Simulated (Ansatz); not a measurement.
W$_{13}$S$_{25}$ (cell charge −1, with a compensating background) (cell with a defect)

The calculation's input:

```
crystal:
  lattice:
    - [6.3754946469, 1.8404467753, -7.4744493329]
    - [-1.5938736617, -6.4415637136, -7.4744493329]
    - [-4.7816209852, 4.6011169382, -7.4744493329]
  atoms:
    - { symbol: W, position: [0.3065776615, 0.9224595776, 0.7674546457] }
    - { symbol: W, position: [0.6171562316, 0.8437737567, 0.5382736279] }
    - { symbol: W, position: [0.230685909, 0.6917775176, 0.0771656261] }
    - { symbol: W, position: [0.5382085813, 0.6147128685, 0.8446031755] }
    - { symbol: W, position: [0.1487839428, 0.4734489991, 0.3821132263], spin: 1.0 }
    - { symbol: W, position: [0.0745759436, 0.2336887884, 0.6905944889] }
    - { symbol: W, position: [0.9324018238, 0.7593876378, 0.3112644521], spin: 1.0 }
    - { symbol: W, position: [0.8500254029, 0.5437661074, 0.6174919647], spin: 1.0 }
    - { symbol: W, position: [0.4586336096, 0.3829114372, 0.1530430807] }
    - { symbol: W, position: [0.7679387496, 0.3067154408, 0.9211489564] }
    - { symbol: W, position: [0.3819958731, 0.1541885731, 0.4594139794] }
    - { symbol: W, position: [0.9986548101, 0.9971642909, 0.9994171789] }
    - { symbol: W, position: [0.6920503457, 0.0729044521, 0.2292158632] }
    - { symbol: S, position: [0.2038828333, 0.4459757386, 0.1375648185] }
    - { symbol: S, position: [0.8279296408, 0.2969272012, 0.6659754966] }
    - { symbol: S, position: [0.1285215258, 0.2233578828, 0.439187758] }
    - { symbol: S, position: [0.7496389736, 0.0560198207, 0.9788246386] }
    - { symbol: S, position: [0.6823642794, 0.8167869224, 0.2910356265] }
    - { symbol: S, position: [0.5177480314, 0.365430506, 0.9026032358] }
    - { symbol: S, position: [0.4410591284, 0.132176436, 0.2110899538] }
    - { symbol: S, position: [0.0568924442, 0.9823495033, 0.7481905243] }
    - { symbol: S, position: [0.3663291842, 0.9032458248, 0.5178927798] }
    - { symbol: S, position: [0.9816032834, 0.7427111537, 0.0633774116] }
    - { symbol: S, position: [0.6045222724, 0.5943795975, 0.5921549773] }
    - { symbol: S, position: [0.2883330488, 0.6727585796, 0.8266415207] }
    - { symbol: S, position: [0.0472346102, 0.6627711254, 0.5109076095] }
    - { symbol: S, position: [0.3532092783, 0.5811468421, 0.2755699933] }
    - { symbol: S, position: [0.9667722533, 0.4281626313, 0.8168142817] }
    - { symbol: S, position: [0.2737580561, 0.3541047016, 0.5798399588] }
    - { symbol: S, position: [0.8882090089, 0.1954597868, 0.1200355929] }
    - { symbol: S, position: [0.8159484357, 0.9645645976, 0.4263969469] }
    - { symbol: S, position: [0.6575897208, 0.50327049, 0.0439605109] }
    - { symbol: S, position: [0.5816446779, 0.2719345384, 0.3497797219] }
    - { symbol: S, position: [0.1960276124, 0.12034372, 0.8892295597] }
    - { symbol: S, position: [0.5043081281, 0.0446277324, 0.6570343884] }
    - { symbol: S, position: [0.11994634, 0.8908133299, 0.1986649423] }
    - { symbol: S, position: [0.7352431592, 0.7385329774, 0.739187285] }
    - { symbol: S, position: [0.4287210308, 0.8134013519, 0.9654589018] }
  host:
    lattice:
      - [1.5938736617, 0.9202233877, 7.4744493329]
      - [-1.5938736617, 0.9202233877, 7.4744493329]
      - [0.0, -1.8404467753, 7.4744493329]
    atoms:
      - { symbol: W, position: [0.0006774492, 0.0006774492, 0.0006774492] }
      - { symbol: S, position: [0.4040742707, 0.4040742707, 0.4040742707] }
      - { symbol: S, position: [0.2639482801, 0.2639482801, 0.2639482801] }
total_charge: -1
basis:
  ecutwfc: 420
  xc_grid: 2
kpoints:
  mp_grid: { grid: [2, 2, 2], shift: [0.5, 0.5, 0.5] }
hamiltonian:
  xc: pbe
scf:
  occupations: { method: gaussian, width: 0.01 }
output:
  forces: true
  stress: false
  eigenvalues: true
  populations: true
  charged_corrections:
    defect_position: [0.90361804, 0.51900265, 0.3651565]
    epsilon: [[11.5894, 0.0, 0.0], [0.0, 11.5894, 0.0], [0.0, 0.0, 3.2072]]
  write_density: true
  write_potential: true
  elf: true
  volumetric_format: npy
magnetization:
  spin_polarized: true
relax:
  adjacent_minimum: "off"
  f_tol: 0.025
  max_steps: 45
```

Launched as:

```sh
ansatz run input.yaml --threads 4 --pin off --max-ram 10240MiB --backend cpu --events-out ev --progress --plain --runs-dir out
```

Spin-polarised.

Method: DFT PBE, scalar-relativistic, plane waves, PAW (Ansatz 0.2.0).

In a PAW calculation such maps are meaningful between the atoms, not at the nuclei.

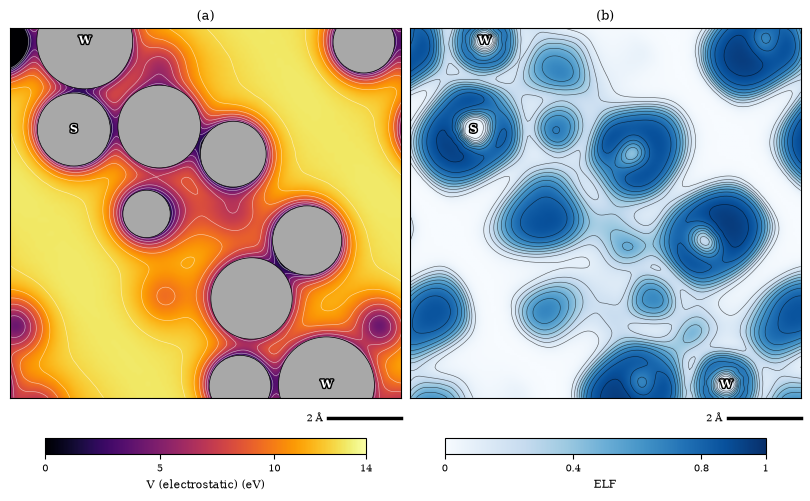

Figure 1. (a) electrostatic potential (local pseudopotential plus Hartree) felt by an electron; (b) electron localisation function on the (010) plane of the calculation cell. Grey discs cover the atomic cores in the potential map.

What does the map show?

Answer. The plane passes through W and S nuclei.
Atoms just off the plane (W, 0.7 Å away and S, 0.3 Å away) can leave unmarked features too.
W–S (2.44 Å): the ELF peaks at about 0.85 in the valence shell of S, 0.8 Å from its nucleus, and is about 0.50 at the midpoint.
The features right at W lie inside the PAW spheres, where the map follows smoothed inner orbitals and isn't to be read closely.
Outside the cores the potential energy rises away from the atoms and is highest about 2.3 Å from the nearest atoms; its zero is arbitrary.

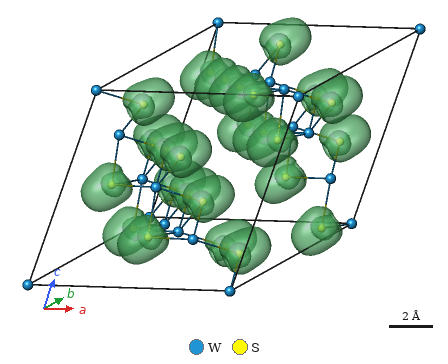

Figure 2. Isosurface of the electron localisation function at 0.75 (green), seen at an oblique angle. Core shells and regions of very low density are left out. Sticks mark near contacts.

Identify the bonds, lone pairs and shells in this picture.

Answer. The ELF exceeds this value in 25 regions wrapped around S (the valence shell of each), counted in one cell of 38 atoms. Regions shared between cells count once. Along the contacts the grid gives the following. W–S (2.39 Å): the ELF peaks at about 0.85 in the valence shell of S, 0.8 Å from its nucleus, and is about 0.50 at the midpoint. W–W (2.97 Å): the ELF is about 0.50 at the midpoint.

Does the calculation give a band gap?

Answer. It is gapped, with a Kohn–Sham gap of 0.26 eV on the k-point mesh (the band edges may lie off the mesh, which would make the gap smaller).
